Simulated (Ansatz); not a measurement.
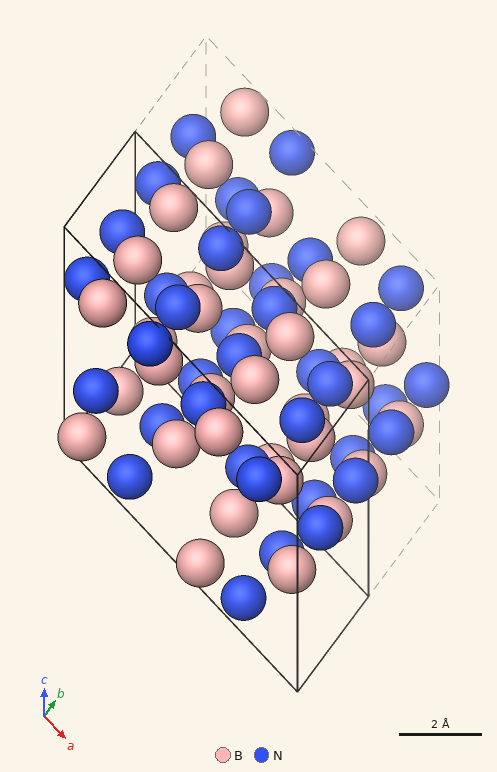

The crystal in a spheres-only representation, seen from a general direction. The solid frame is a single conventional unit cell within a 1×2×1 block. Cell: a = 8.449 Å, b = 5.109 Å, c = 6.118 Å, α = 90.00°, β = 133.67°, γ = 90.00°.

The stoichiometry is B8N7. The atoms follow space group Cm (No. 8); the Bravais lattice is base-centred monoclinic. Content of the cell: 16 B, 14 N (Z = 2).

The initial geometry was a structure listed in the Materials Project. The cell was then strained or its atoms displaced on purpose. The atoms were relaxed in a fixed cell with DFT PBE, scalar-relativistic, plane waves, PAW (Ansatz 0.2.0).

At this level of theory the cell isn't at rest (compressed, at 36 GPa), so its distances can differ from those at equilibrium, the more so the softer the solid.
